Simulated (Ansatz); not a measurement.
Band-structure calculation, with input and output: CdS

System: CdS (P2₁, 4 atoms in the cell).
Method: DFT, r2SCAN, plane waves, PAW, no spin polarisation (Ansatz 0.2.0).

The structure derives from an entry of the Crystallography Open Database. The geometry comes from this level: r2SCAN (a point of a series of strains). It belongs to a series of runs on one base structure; here: shear_xy strain +3.8%. Figures and captions count atoms from 1; the log counts them from 0 in places.

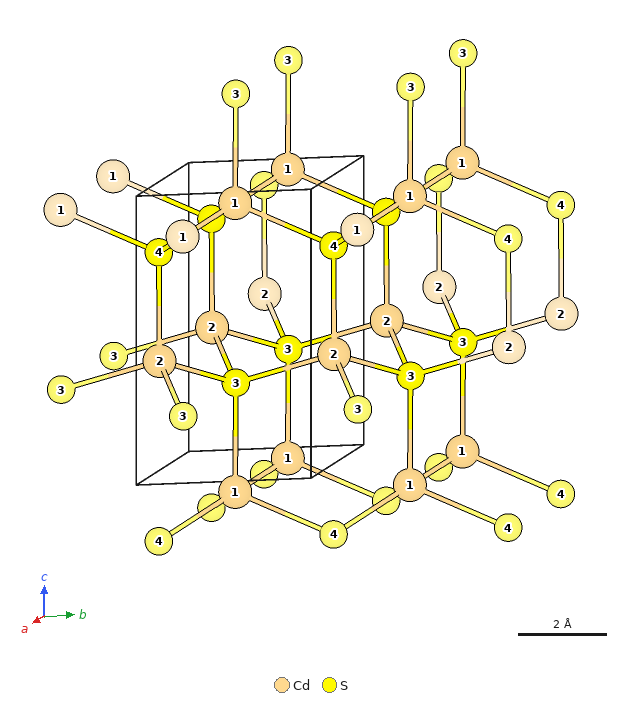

Figure 1. The structure as given in the input (ball-and-stick view of the cell of the calculation, repeated 2 × 2 × 1, seen slightly off an axis; neighbours outside the cell are drawn fainter; atoms are numbered from 1 in the order of the input). Near neighbours in the crystal (not all of them lie inside the picture): Cd has 4 S at 2.54 to 2.55 Å; S has 4 Cd at 2.54 to 2.55 Å.

The input
```yaml
crystal:
  lattice:
    - [4.1646212372, 0.0797524967, 0.0]
    - [-2.0132429305, 3.5667915402, 0.0]
    - [0.0, 0.0, 6.7659754123]
  atoms:
    - { symbol: Cd, position: [0.3326664868, 0.6662767846, -0.0009484244] }
    - { symbol: Cd, position: [0.6673335132, 0.3337232154, 0.4990515756] }
    - { symbol: S, position: [0.3239402052, 0.6674128075, 0.3759484244] }
    - { symbol: S, position: [0.6760597948, 0.3325871925, 0.8759484244] }
kpoints:
  mp_grid: { grid: [12, 12, 4] }
  band_path:
    path:
      - [0.0, 0.0, 0.0]
      - [0.5, 0.0, 0.0]
      - [0.3333333333, 0.3333333333, 0.0]
      - [0.0, 0.0, 0.5]
      - [0.5, 0.0, 0.5]
      - [0.3333333333, 0.3333333333, 0.5]
    npoints: 1
hamiltonian:
  xc: r2scan
scf:
  occupations: { method: fixed }
  n_extra_bands: 5
output:
  forces: true
  stress: true
  eigenvalues: true
  write_density: true
  write_potential: true
  elf: true
  volumetric_format: npy
```

Command:
```bash
ansatz run input.yaml --threads 4 --pin off --max-ram 3686MiB --backend cpu --events-out ev --progress --plain --runs-dir out
```

What the program printed
```
scf.n_extra_bands = 5 over 26 filled bands (N_el = 52.0): the run solves 31 bands
Engine: ansatz 0.2.0, aarch64-unknown-linux-gnu
Pseudopotentials: kind: paw
Pseudopotential: Cd, paw, valence charge 20, recommended cutoff 500 eV (meta_gga), Cd.paw.azcp
Pseudopotential: S, paw, valence charge 6, recommended cutoff 500 eV (meta_gga), S.paw.azcp
Functional definition: r2SCAN
  parameter k0 = 0.174
  parameter k1 = 0.065
  parameter a1 = 4.9479
  exchange = r2scan_x(k0 = k0, k1 = k1, a1 = a1)
  correlation = r2scan_c
Crystal: 4 atoms, lattice volume = 101.590 Å³
Basis set: ecut = 500 eV, 2605 PW (Γ), exchange–correlation on 128×120×200 points (64 copies of the dense FFT grid, shifted against one another)
Bands: 31, of which v1, the nominal top of the filled ones, is band 26 counted from 1 (25 counted from 0)
Symmetry: 2 space group operations
Space group: P21 (ITA 4), of the structure as read, at distance tolerance 4.7e-5 Å
k-points: 222 of 576 (time reversal used)
Non-local potential: Cd, projectors of the file, l = 0: 3, l = 1: 2, l = 2: 2, l = 3: 1
Non-local potential: S, projectors of the file, l = 0: 2, l = 1: 2, l = 2: 2
PAW form: soft (Blöchl's): semilocal exchange-correlation on the pseudo side does not see the compensation charge
PAW frozen core: Cd, regenerated for the run's functional (the file was generated under x = pbe(κ = 0.804, μ = 0.2195149727645171), c = pbe(β = 0.06672455060314922))
PAW frozen core: S, regenerated for the run's functional (the file was generated under x = pbe(κ = 0.804, μ = 0.2195149727645171), c = pbe(β = 0.06672455060314922))
PAW one-centre angular grid: Cd, 590 points (default); XC on 160 Gauss nodes
PAW one-centre angular grid: S, 302 points (default); XC on 160 Gauss nodes
Initial density: superposition of atomic densities (neutral atoms: chi_scale 0, normalization atom), corrected by the library's trained network
Initial wavefunctions: pseudopotential atomic-orbital guess
Functional: x = r2scan, c = r2scan; τ floored in thin density (d = 2e-4 eV/Å³)
SCF iter   1: F=—  HF=-18351.201151 eV  |F-HF|=—  |Δ(HF+E_count)|=         —  Δρ=5.95e-3  dr2=1.89e-2  dr2_τ=3.19e-2  ethr=1.77e-3  ⟨swp⟩=5.0  Hψ=23588  notcnv=0  defer=652
preconditioner: auto → Resta (q_TF=auto, 2.440 Å⁻¹)  ε∞=4.4  [insulator: Δε(μ)=1.537 eV  Ē_g=11.907 eV  n_scr=22 (ndim 8)  ℏωp=22.1 eV  f_vac=0.132  ε∞_Penn≈4.4]
SCF iter   2: F=—  HF=-18351.222002 eV  |F-HF|=—  |Δ(HF+E_count)|=   2.09e-2  Δρ=3.39e-3  dr2=5.07e-3  dr2_τ=9.39e-4  ethr=3.63e-5  ⟨swp⟩=3.7  Hψ=14709  notcnv=0  defer=666
SCF iter   3: F=—  HF=-18351.224104 eV  |F-HF|=—  |Δ(HF+E_count)|=   2.10e-3  Δρ=6.95e-4  dr2=3.61e-4  dr2_τ=2.18e-5  ethr=9.75e-6  ⟨swp⟩=2.0  Hψ=7325  notcnv=0  defer=666
SCF iter   4: F=—  HF=-18351.224270 eV  |F-HF|=—  |Δ(HF+E_count)|=   1.66e-4  Δρ=1.43e-4  dr2=2.24e-5  dr2_τ=1.06e-6  ethr=6.95e-7  ⟨swp⟩=2.9  Hψ=12371  notcnv=0  defer=665
SCF iter   5: F=—  HF=-18351.224291 eV  |F-HF|=—  |Δ(HF+E_count)|=   2.07e-5  Δρ=4.88e-5  dr2=2.45e-6  dr2_τ=8.77e-8  ethr=4.32e-8  ⟨swp⟩=2.0  Hψ=10213  notcnv=0  defer=289
SCF iter   6: F=—  HF=-18351.224292 eV  |F-HF|=—  |Δ(HF+E_count)|=   1.39e-6  Δρ=8.86e-6  dr2=1.20e-7  dr2_τ=6.19e-9  ethr=4.72e-9  ⟨swp⟩=2.0  Hψ=10404  notcnv=0  defer=302
SCF iter   7: F=-18351.224292 eV  HF=-18351.224292 eV  |F-HF|=3.04e-9  |Δ(HF+E_count)|=   6.53e-8  Δρ=2.03e-6  dr2=4.34e-9  dr2_τ=6.73e-10  ethr=1.92e-10  ⟨swp⟩=13.1  Hψ=50358  notcnv=0
SCF 1 converged in 7 iterations: F = -18351.224292 eV  dr2 = 4.34e-9
  greatest PAW one-centre occupation: 1.002 electrons in one spin orbital (limit 2), on the Cd atom at site 1 (counted from 0), in its partial waves of l = 1
```

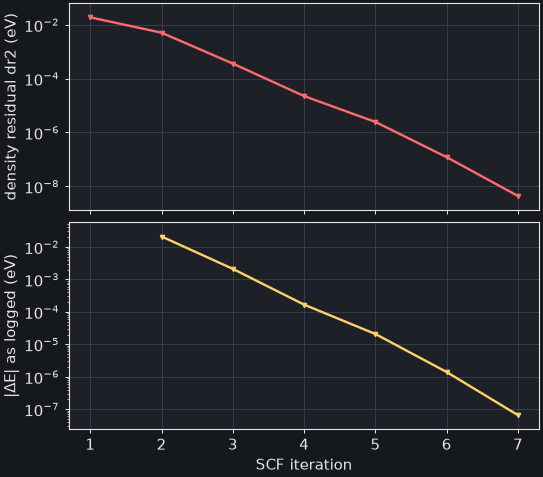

Figure 2. Convergence of the self-consistent field: density residual dr2 and size of the energy change against the SCF iteration. The residual falls at every step.

```
NSCF: frozen V_eff on 6 k-points
SCF converged after 7 iterations
Free energy (F): -18351.224292 eV
Harris-Foulkes:  -18351.224292 eV  (|F-HF|=3.04e-9)
Internal energy: -18351.224292 eV  (E = F + TS)
E sigma→0 (E₀):  -18351.224292 eV
Fermi energy:    6.371381 eV
--- Per-component energies (eV) ---
  E_band       = -1081.942258
  E_kinetic    = 1223.444136
  E_local      = -8108.095060  (includes V_loc(G=0)·N_el)
  E_nonlocal   = 126.352335
  E_hartree    = 3723.315938
  E_xc         = -519.753085
  E_vxc        = -680.173050  (∫ρ·V_xc dr)
  E_paw        = -9431.905843  (= ΣΔE_a)
  E_vpaw       = -1133.543190  (= ΣTr[D̂ρ^β])
  E_aug_tail   = 0.000013  (compensation charges beyond the density's cutoff)
  E_vtau       = 43.437170  (kinetic-family band-sum trace: ∫τ·v_τ [+ j·A + Jᵃ·Aᵃ] dr)
  E_ewald      = -5363.233652
  E_core_change = -1.349075  (= ΣΔE_core)
  E_smearing   = -0.000000  (= −TS)
  E_closure    = 0.000000  (closes the sum)
  Σ components = -18351.224292   (vs F -18351.224292, Δ=0.00e0)
--- Forces (eV/Å), atoms counted from 1 ---
  atom   1  Cd     0.00316976     0.00026619    -0.00135456
  atom   2  Cd    -0.00316976    -0.00026619    -0.00135456
  atom   3  S      0.00114919     0.00042742     0.00134608
  atom   4  S     -0.00114919    -0.00042742     0.00134608
  max |Σ_I F_I| component: 1.70e-5 eV/Å
--- Stress (GPa, compression-positive) ---
       -0.075603      -0.617586       0.000000
       -0.617586      -0.014083       0.000000
        0.000000       0.000000      -0.040243
  P = ⅓ Tr σ = -0.0433 GPa (-0.433 kbar)
--- Band table (eV; the first three rows and the last of 222) ---
  k-point 0: bands = ["-97.7203", "-97.7202", "-57.8886", "-57.8885", "-57.8837", "-57.8834", "-57.8788", "-57.8787", "-6.4047", "-5.9904", "-1.5843", "-1.5807", "-1.5633", "-1.4988", "-1.4786", "-1.1651", "-1.1581", "-1.0763", "-1.0747", "-0.7367", "2.0295", "5.4614", "5.6732", "6.2429", "6.2711", "6.3714", "7.9344", "9.5208", "13.1471", "13.4877", "13.6229"]
  k-point 1: bands = ["-97.7203", "-97.7202", "-57.8885", "-57.8885", "-57.8836", "-57.8835", "-57.8788", "-57.8787", "-6.3425", "-6.0487", "-1.5748", "-1.5538", "-1.5315", "-1.5140", "-1.4938", "-1.1499", "-1.1437", "-1.0866", "-1.0843", "-0.9884", "2.6255", "5.3319", "5.5727", "5.7740", "6.1209", "6.2652", "8.7714", "9.5985", "13.0948", "13.2262", "13.5179"]
  k-point 2: bands = ["-97.7202", "-97.7202", "-57.8885", "-57.8885", "-57.8836", "-57.8836", "-57.8787", "-57.8787", "-6.1937", "-6.1937", "-1.5478", "-1.5478", "-1.5270", "-1.5270", "-1.3433", "-1.3433", "-1.1151", "-1.1151", "-1.1110", "-1.1110", "3.9080", "3.9080", "5.8383", "5.8383", "6.0149", "6.0149", "9.5690", "9.5690", "12.8963", "12.8963", "13.5463"]
  k-point 221: bands = ["-97.7202", "-97.7202", "-57.8889", "-57.8889", "-57.8837", "-57.8837", "-57.8788", "-57.8788", "-5.9164", "-5.9164", "-1.4437", "-1.4437", "-1.3709", "-1.3709", "-1.1938", "-1.1938", "-1.0716", "-1.0716", "-0.6993", "-0.6993", "2.3313", "2.3313", "4.8726", "4.8726", "5.0175", "5.0175", "10.1284", "10.1284", "12.0297", "12.0297", "14.6327"]
```

File bands.tsv
```
# k_distance	band_0	band_1	band_2	band_3	band_4	band_5	band_6	band_7	band_8	band_9	band_10	band_11	band_12	band_13	band_14	band_15	band_16	band_17	band_18	band_19	band_20	band_21	band_22	band_23	band_24	band_25	band_26	band_27	band_28	band_29	band_30
# fermi_ev = 6.371381
# lock_threshold_ev = 1e-6
# [0, 0, 0] at k_distance = 0.000000
# [0.5, 0, 0] at k_distance = 0.856960
# [0.3333333333, 0.3333333333, 0] at k_distance = 1.368413
# [0, 0, 0.5] at k_distance = 2.461468
# [0.5, 0, 0.5] at k_distance = 3.318428
# [0.3333333333, 0.3333333333, 0.5] at k_distance = 3.829880
# levels_relative_to = fermi_ev
# free_energy_ev = -18351.224292
# largest_residual_norms_ev = 5.560e-4 5.862e-4 4.518e-4 4.735e-4 4.247e-4 5.170e-4 4.271e-4 4.494e-4 6.148e-4 5.504e-4 2.888e-4 3.366e-4 3.092e-4 3.500e-4 3.137e-4 3.090e-4 2.805e-4 2.981e-4 4.281e-4 4.559e-4 1.153e-3 1.283e-3 1.649e-3 4.437e-4 1.601e-3 1.786e-3 1.050e-3 1.434e-3 8.872e-4 1.500e-3 1.112e-3
0.000000	-104.091649	-104.091625	-64.259945	-64.259866	-64.255057	-64.254830	-64.250142	-64.250073	-12.776076	-12.361799	-7.955651	-7.952130	-7.934693	-7.870179	-7.849935	-7.536506	-7.529453	-7.447703	-7.446059	-7.108126	-4.341907	-0.909968	-0.698156	-0.128443	-0.100250	0.000000	1.563050	3.149426	6.775737	7.116353	7.251523
0.856960	-104.091625	-104.091623	-64.260038	-64.259994	-64.255019	-64.254990	-64.250477	-64.250312	-12.377876	-12.250462	-7.854899	-7.822367	-7.654533	-7.630050	-7.628233	-7.570544	-7.472732	-7.414029	-7.175284	-7.054294	-4.139244	-3.595504	-2.659396	-1.764663	-1.383291	-0.696396	4.242951	4.435912	5.503564	6.602459	7.634182
1.368413	-104.091609	-104.091602	-64.260202	-64.260107	-64.255134	-64.255044	-64.250352	-64.250249	-12.275035	-12.273735	-7.876145	-7.711361	-7.709756	-7.643744	-7.548279	-7.539147	-7.515604	-7.460885	-6.982175	-6.977358	-3.666850	-3.628498	-3.107199	-1.877225	-1.859446	-1.669621	4.903296	5.459232	5.479782	7.396188	7.647810
2.461468	-104.091619	-104.091619	-64.259898	-64.259898	-64.254940	-64.254940	-64.250109	-64.250109	-12.565043	-12.565043	-7.919194	-7.919194	-7.898333	-7.898333	-7.714722	-7.714722	-7.486504	-7.486504	-7.482415	-7.482415	-2.463413	-2.463413	-0.533110	-0.533110	-0.356501	-0.356501	3.197626	3.197626	6.524869	6.524869	7.174954
3.318428	-104.091620	-104.091620	-64.260016	-64.260016	-64.255008	-64.255008	-64.250391	-64.250391	-12.304446	-12.304446	-7.813133	-7.813133	-7.733569	-7.733569	-7.554562	-7.554562	-7.452980	-7.452980	-7.127000	-7.127000	-4.190468	-4.190468	-1.360942	-1.360942	-1.255079	-1.255079	3.864002	3.864002	5.833011	5.833011	8.217960
3.829880	-104.091611	-104.091611	-64.260157	-64.260157	-64.255090	-64.255090	-64.250299	-64.250299	-12.264244	-12.264244	-7.766093	-7.766093	-7.740615	-7.740615	-7.531856	-7.531856	-7.511739	-7.511739	-6.964097	-6.964097	-3.984366	-3.984366	-2.450255	-2.450255	-1.150087	-1.150087	4.789749	4.789749	6.348594	6.348594	6.861963
```

File rho_z.tsv
```
# z_ang	rho[e/angstrom^3]
# format = ansatz-planar-average/11
# lattice	4.164621237	0.079752497	0.000000000
# lattice	-2.013242931	3.566791540	0.000000000
# lattice	0.000000000	0.000000000	6.765975412
# sites	4
# site	48	0.044052889	2.403001382	-0.006417016
# site	48	2.107325417	1.243542655	3.376570690
# site	16	0.005424142	2.406357396	2.543657796
# site	16	2.145954165	1.240186641	5.926645502
0.000000	1.496180e0
0.135320	1.354488e0
0.270639	1.070896e0
0.405959	7.411171e-1
0.541278	4.548754e-1
0.676598	2.579710e-1
0.811917	1.479091e-1
0.947237	9.623855e-2
1.082556	7.570370e-2
1.217876	7.172776e-2
1.353195	7.866439e-2
1.488515	9.476913e-2
1.623834	1.200758e-1
1.759154	1.541716e-1
1.894473	1.938576e-1
2.029793	2.329912e-1
2.165112	2.663258e-1
2.300432	2.953365e-1
2.435751	3.309636e-1
2.571071	3.936235e-1
2.706390	5.105315e-1
2.841710	7.029820e-1
2.977029	9.641498e-1
3.112349	1.242371e0
3.247668	1.448561e0
3.382988	1.496180e0
3.518307	1.354488e0
3.653627	1.070896e0
3.788946	7.411171e-1
3.924266	4.548754e-1
4.059585	2.579710e-1
4.194905	1.479091e-1
4.330224	9.623855e-2
4.465544	7.570370e-2
4.600863	7.172776e-2
4.736183	7.866439e-2
4.871502	9.476913e-2
5.006822	1.200758e-1
5.142141	1.541716e-1
5.277461	1.938576e-1
5.412780	2.329912e-1
5.548100	2.663258e-1
5.683419	2.953365e-1
5.818739	3.309636e-1
5.954058	3.936235e-1
6.089378	5.105315e-1
6.224697	7.029820e-1
6.360017	9.641498e-1
6.495336	1.242371e0
6.630656	1.448561e0
```

File v_z.tsv
```
# z_ang	v_es[eV]	v_tot[eV]
# format = ansatz-planar-average/11
# xc	r2scan
# density_cutoff_ev	2000
# datasets	Cd=:simpson_from_first_knot:soft:shift=0	S=:simpson_from_first_knot:soft:shift=0
# lattice	4.164621237	0.079752497	0.000000000
# lattice	-2.013242931	3.566791540	0.000000000
# lattice	0.000000000	0.000000000	6.765975412
# sites	4
# site	48	0.044052889	2.403001382	-0.006417016
# site	48	2.107325417	1.243542655	3.376570690
# site	16	0.005424142	2.406357396	2.543657796
# site	16	2.145954165	1.240186641	5.926645502
0.000000	2.489055e0	-9.934484e0
0.135320	3.285678e0	-8.504289e0
0.270639	4.084620e0	-6.893445e0
0.405959	4.952034e0	-5.008772e0
0.541278	5.904139e0	-2.926141e0
0.676598	6.963315e0	-7.290281e-1
0.811917	8.094792e0	1.257968e0
0.947237	9.158735e0	2.783101e0
1.082556	9.953148e0	3.645730e0
1.217876	1.041819e1	4.206119e0
1.353195	1.062597e1	4.324325e0
1.488515	1.057083e1	3.868424e0
1.623834	1.019123e1	3.082631e0
1.759154	9.343872e0	1.583966e0
1.894473	7.994693e0	-4.142890e-1
2.029793	6.419646e0	-2.681832e0
2.165112	4.992654e0	-4.743721e0
2.300432	3.825312e0	-6.570652e0
2.435751	2.729651e0	-8.312496e0
2.571071	1.650437e0	-1.001799e1
2.706390	7.441381e-1	-1.143726e1
2.841710	1.997000e-1	-1.235524e1
2.977029	1.827754e-1	-1.265930e1
3.112349	7.231604e-1	-1.222982e1
3.247668	1.596894e0	-1.121170e1
3.382988	2.489055e0	-9.934484e0
3.518307	3.285678e0	-8.504289e0
3.653627	4.084620e0	-6.893445e0
3.788946	4.952034e0	-5.008772e0
3.924266	5.904139e0	-2.926141e0
4.059585	6.963315e0	-7.290281e-1
4.194905	8.094792e0	1.257968e0
4.330224	9.158735e0	2.783101e0
4.465544	9.953148e0	3.645730e0
4.600863	1.041819e1	4.206119e0
4.736183	1.062597e1	4.324325e0
4.871502	1.057083e1	3.868424e0
5.006822	1.019123e1	3.082631e0
5.142141	9.343872e0	1.583966e0
5.277461	7.994693e0	-4.142890e-1
5.412780	6.419646e0	-2.681832e0
5.548100	4.992654e0	-4.743721e0
5.683419	3.825312e0	-6.570652e0
5.818739	2.729651e0	-8.312496e0
5.954058	1.650437e0	-1.001799e1
6.089378	7.441381e-1	-1.143726e1
6.224697	1.997000e-1	-1.235524e1
6.360017	1.827754e-1	-1.265930e1
6.495336	7.231604e-1	-1.222982e1
6.630656	1.596894e0	-1.121170e1
```

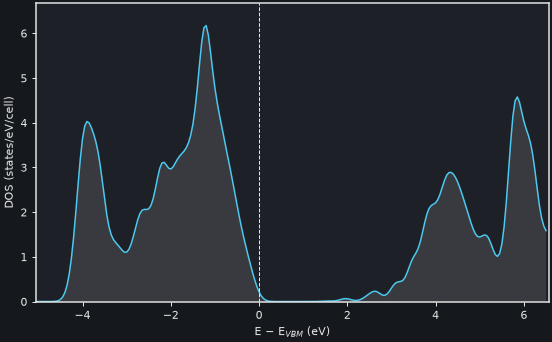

Figure 3. Density of states (the curve is built from the levels of the k mesh with Gaussians 0.3 eV wide, which also blur the band edges), with energies from the valence-band top. There is a gap of 1.56 eV on the k-point mesh. Small ripples come from the finite k-point mesh.

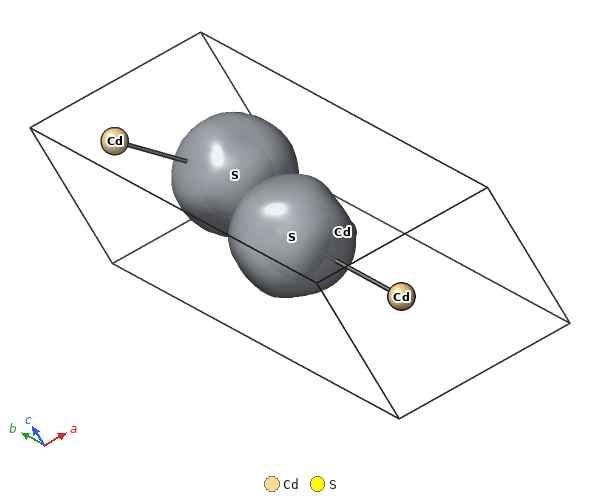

Figure 4. Isosurface of the electron localisation function at 0.8 (grey), seen at an oblique angle. Core shells and regions of very low density are left out. Sticks mark near contacts. The outline is the cell set on symmetry axes. Profiles from the grid: Cd–S (2.54 Å): the ELF is about 0.35 at the midpoint. The fields are those of the smooth PAW valence density.

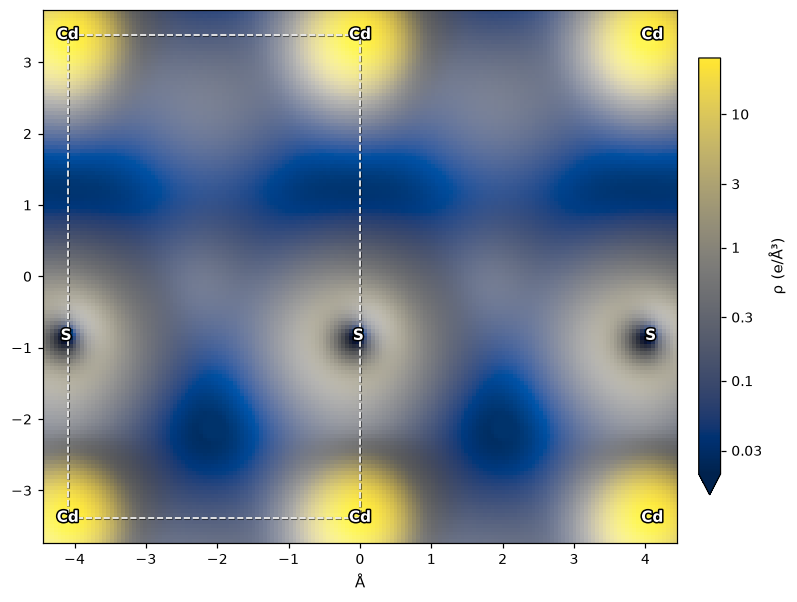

Figure 5. Valence electron density on the (001) plane of the conventional cell. The plane passes through Cd and S nuclei. Cd–S (2.55 Å): ρ is about 0.4 e/Å³ halfway. Away from the nuclei the density in this plane falls to 0.02 e/Å³ at its lowest.

Summary

- outcome: converged
- space group (tolerance 0.01 Å): P2₁ (4)
- electrons treated: 52
- free energy: −18351.2243 eV
- Fermi energy: 6.371 eV
- gap on the k-point mesh: 1.56 eV
- pressure: −0.04 GPa
- largest force (length of the vector): 0.003 eV/Å
- hardware: 4 threads of Arm Neoverse N1, 16 GiB of memory available, shared host
- wall time: 78 s (CPU time 5.1 min)
- peak memory: 1 GiB
